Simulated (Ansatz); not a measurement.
## Electronic structure of NClO in real space

```yaml
crystal:
  lattice:
    - [-3.56455, 0.00182, -0.10724]
    - [-0.00274, -5.23229, 0.00658]
    - [0.26337, 0.00803, 5.78815]
  atoms:
    - { symbol: N, position: [0.05695, 0.21880, 0.84425] }
    - { symbol: N, position: [0.94305, 0.71885, 0.15575] }
    - { symbol: Cl, position: [0.50252, 0.90266, 0.77586] }
    - { symbol: Cl, position: [0.49746, 0.40273, 0.22414] }
    - { symbol: O, position: [0.04196, 0.36986, 0.70802] }
    - { symbol: O, position: [0.95805, 0.86996, 0.29198] }
```

Space group P2₁; a structure from a database of computed crystals, not necessarily the ambient phase; started from the AlClO-59 prototype, which need not be the ambient phase; changed on purpose from its base cell (shaken).

Method: Ansatz, DFT, PBEsol, plane waves, PAW.

The density is the valence pseudo-density of a PAW calculation; it isn't the true density close to the nuclei.

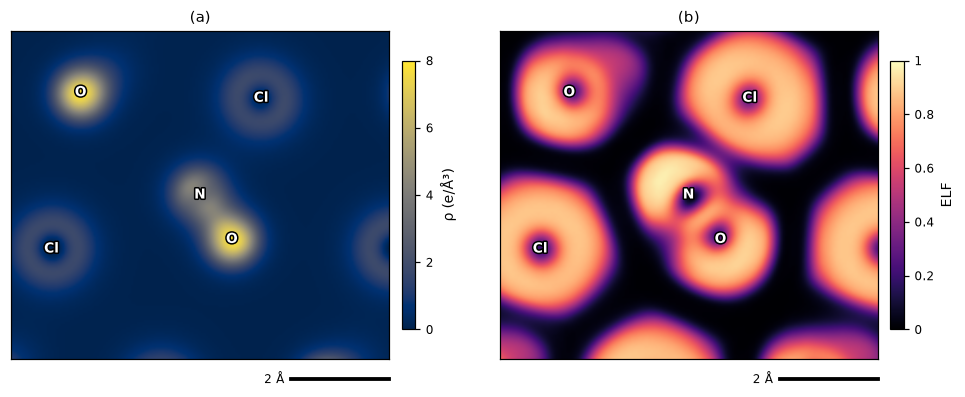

Figure 1. (a) valence electron density; (b) electron localisation function on the (111) plane of the conventional cell.

> What do the fields say about this system?

- The section cuts through N, Cl and O sites.
- Atoms just off the plane (N, 0.8 Å away) can leave unmarked features too.
- N–O (1.12 Å): the density is about 4.6 e/Å³ at the midpoint; the ELF peaks at about 0.80 between the atoms (inside overlapping PAW spheres, so only a guide): a short, multiple covalent bond.
- N–Cl (2.35 Å): the density is about 0.41 e/Å³ at the midpoint; the ELF peaks at about 0.85 in the valence shell of N, 0.6 Å from its nucleus, and drops to about 0.30 between the two atoms.
- Between the atoms the lowest density in this plane is 0.009 e/Å³.
- The ELF also peaks beside O and Cl, away from the bonds: lone-pair regions.

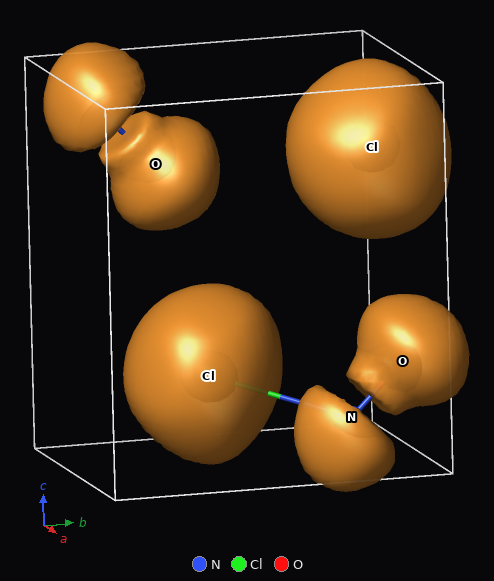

Figure 2. Isosurface of the ELF at 0.7 (orange), seen slightly off an axis. Only the valence region is drawn (cores and ρ < 0.01 e/Å³ removed). Sticks mark near contacts.

> What do the ELF domains correspond to?

The surface consists of two regions on O in which the atom's valence shell and bonds are merged, two lobes on N, pointing away from the bonds (lone pairs) and two regions wrapped around Cl (the valence shell of each), counted in one cell of 6 atoms. Any copies at cell faces, edges or corners count once.

> Metal or insulator at this level of theory?

It is gapped, with a Kohn–Sham gap of 1.6 eV on the k-point mesh, an upper bound to the gap of this method.
